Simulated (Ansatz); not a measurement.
Ir

```xyz
2
Lattice="2.0855 -2.0855 0.0000 2.0855 2.0855 0.0000 0.0000 0.0000 3.2533" Properties=species:S:1:pos:R:3 pbc="T T T"
Ir    0.0000    0.0000    0.0000
Ir    2.0855    0.0000    1.6267
```

Space group I4/mmm; computed pressure about 11 GPa in this cell; computed without spin polarisation.

Level of theory: Ansatz, DFT r2SCAN, scalar-relativistic, plane waves, PAW.

> What will maps of the valence pseudo-density and electron localisation function show?

Ir–Ir (2.64 Å): the density is about 0.49 e/Å³ at the midpoint; the ELF is about 0.35 at the midpoint.
Ir–Ir (2.95 Å): the density is about 0.32 e/Å³ at the midpoint; the ELF is about 0.30 at the midpoint; no shared electron pair shows on this line.

> Does the calculation give a band gap?

It is metallic or semimetallic at this level of theory: no gap opens.

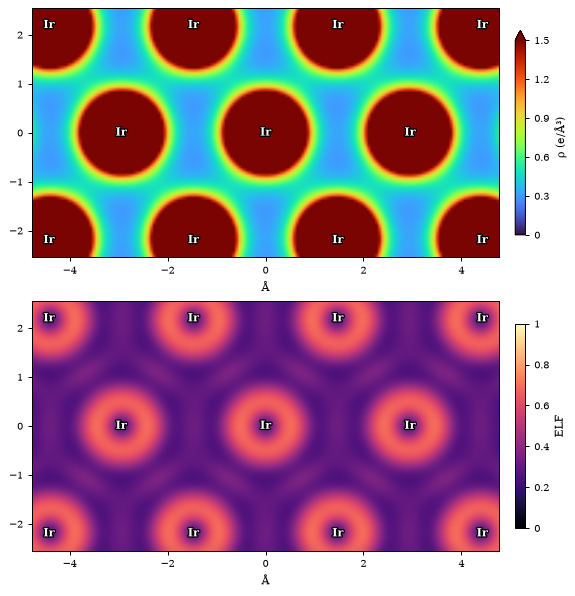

Computed valence pseudo-density and electron localisation function on the (101̄) plane of the conventional cell, in this order. 
